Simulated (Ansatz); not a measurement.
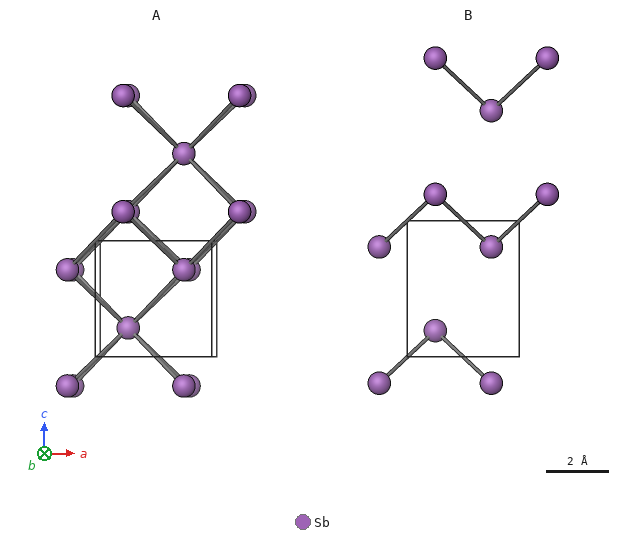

Two geometries of solid Sb (a generated structure, set up in Cmme), drawn at one scale. One is the start of a relaxation, the other its converged end. Style: ball-and-stick. Shown: the cell of the calculation, repeated 1 × 1 × 2 with one cell outlined, along the b axis.

Level of theory: Ansatz 0.2.0, DFT PBE, scalar-relativistic, plane waves, PAW. (plane-wave cutoff 420 eV; k-point mesh 16 × 16 × 12; occupations gaussian; smearing width 0.1 eV; no spin polarisation; cell and atoms relaxed; force threshold 0.01 eV/Å; at most 80 steps)

Question: Which of the two is the end point?

Answer: Structure A is the relaxed one. After 13 accepted moves (17 points after the start) the energy has fallen by 43.6 meV per atom. Largest force component: 0.08 eV/Å at the start, 0.00035 eV/Å at the end. Pressure: −0.02 GPa at the start and −0.01 GPa at the end. The line search rejected the trial steps at points 3, 8, 15 of the run. At 1 point the geometry stayed and the basis and grid were re-selected for the new cell (energy shift of 0.2 meV per atom at most each time). The largest moves relative to the cell, 0.22 Å, are those of Sb atoms. Cell: a = b 3.661 → 3.793 Å (+3.6 %), c 4.435 → 3.780 Å (−14.7 %), γ 95.1° → 90.0°. Volume −8.1 %. Among the contacts that change: Sb–Sb 3.836 → 3.282 Å, Sb–Sb 3.678 → 3.281 Å, Sb–Sb 3.005 → 3.280 Å, Sb–Sb 3.196 → 3.281 Å. Among the angles between lasting bonds that change: Sb–Sb–Sb 115.3° → 109.7°. The space group (tolerance 0.01 Å) goes from Cmme (No. 67) to I4/mmm (No. 139).
